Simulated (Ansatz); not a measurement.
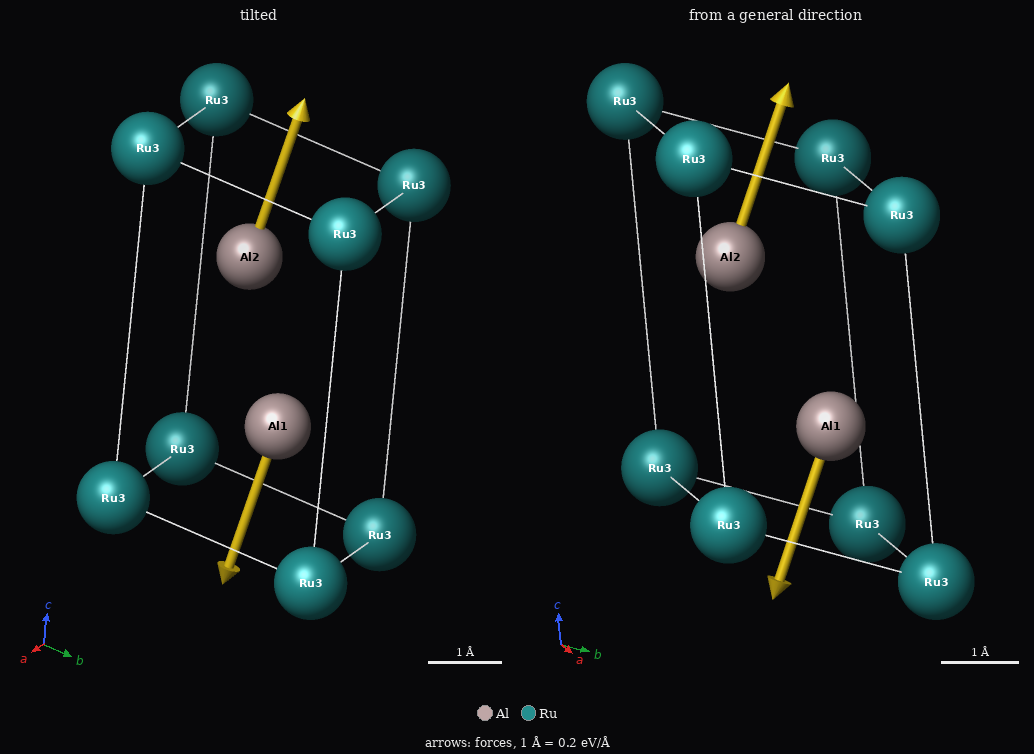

Spheres-only model, viewed slightly off an axis and from a general direction. The cell (the run's own, in a reduced setting) is outlined; an atom on or near a face, edge or corner is repeated at each equivalent position. The arrows are the computed forces on the atoms.

System: Al$_{2}$Ru. Results below were computed with DFT PBEsol, scalar-relativistic, plane waves, PAW (Ansatz); the settings were plane waves up to 420 eV, k-points about 0.13 Å⁻¹ apart, Gaussian smearing of 0.15 eV, no spin polarisation.

> Is this an equilibrium geometry?

No. The atoms still feel forces of up to about 0.4 eV/Å, far above a usual threshold of 0.01 to 0.03 eV/Å.

> Which atom feels the largest force?

Al1 and Al2, about 0.4 eV/Å.

The initial geometry was a structure listed in the Materials Project. The cell was then strained or its atoms displaced on purpose. Ansatz was used for an electronic-structure calculation on it.
